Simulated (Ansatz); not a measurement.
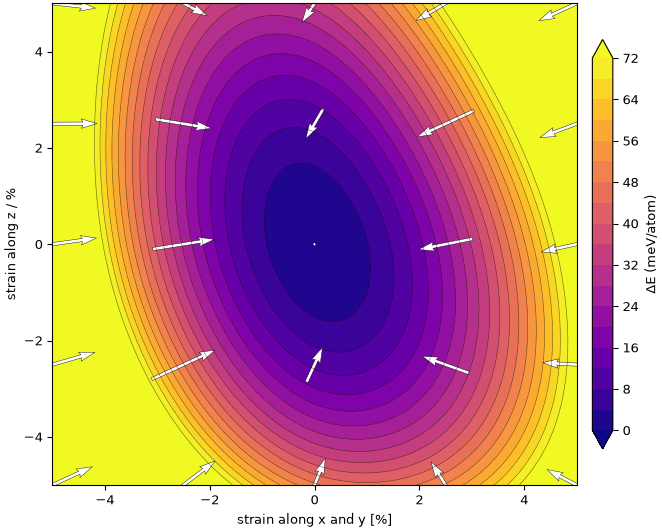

Energy landscape of TiC (Fm-3m, No. 225; 2 atoms in the cell). The cell is strained homogeneously, by one strain along x and y and another along z, with fractional coordinates fixed (x, y and z along the cube axes). Coordinates scanned: (1) strain along x and y; (2) strain along z. The scan uses a 5 × 5 grid. Points are written as (first, second). Energies: meV/atom, counted from the lowest grid point. Method: Ansatz 0.2.0, DFT PBE, scalar-relativistic, plane waves, PAW. Settings: cutoff 420 eV, k-mesh 24×24×24, gaussian smearing 0.15 eV, no spin polarisation.

Drawn: filled contours, arrows along the force (downhill), their lengths compressed, one colour for all values above the top of the scale. Between grid points the surface is interpolated. 

Q: Describe this landscape.

A: The lowest grid point is at (0.0 %, 0.0 %). It is the only kind of minimum in the scanned range. The highest grid point, (−5.0 %, −5.0 %), lies 209 meV/atom above the lowest. Round the minimum the valley is somewhat tilted: raising strain along x and y shifts the best value of strain along z downwards (coupling k₁₂/√(k₁₁k₂₂) about 0.3).
